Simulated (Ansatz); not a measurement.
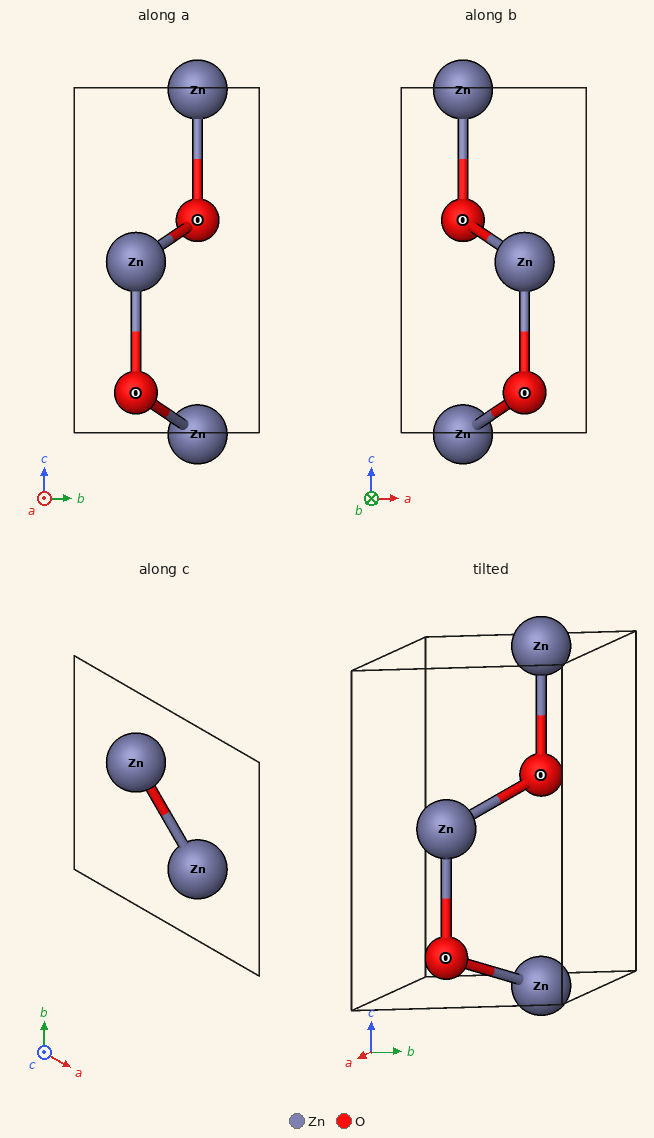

An orthographic ball-and-stick view of the structure, along the a axis, along the b axis, along the c axis and slightly off an axis. Lines trace the edges of the conventional unit cell.

Lattice parameters: a = 3.2296 Å, b = 3.2296 Å, c = 5.2143 Å, α = 90.000°, β = 90.000°, γ = 120.000°.

### Express the structure as a CIF with its space group and independent sites, with free fractional coordinates to two decimals.

```cif
data_structure
_symmetry_space_group_name_H-M 'P 63 m c'
_symmetry_Int_Tables_number 186
_cell_length_a 3.2296
_cell_length_b 3.2296
_cell_length_c 5.2143
_cell_angle_alpha 90.000
_cell_angle_beta 90.000
_cell_angle_gamma 120.000
_cell_volume 47.10
loop_
_atom_site_label
_atom_site_type_symbol
_atom_site_symmetry_multiplicity
_atom_site_Wyckoff_symbol
_atom_site_fract_x
_atom_site_fract_y
_atom_site_fract_z
_atom_site_occupancy
Zn1 Zn 2 b 0.3333 0.6667 0.99 1
O1 O 2 b 0.3333 0.6667 0.62 1
```

The structure comes from a structure type filled with these elements by a generator (whether the compound takes this form wasn't checked). The final geometry of a relaxation with Ansatz 0.2.0, DFT, PBEsol, plane waves, PAW is shown.
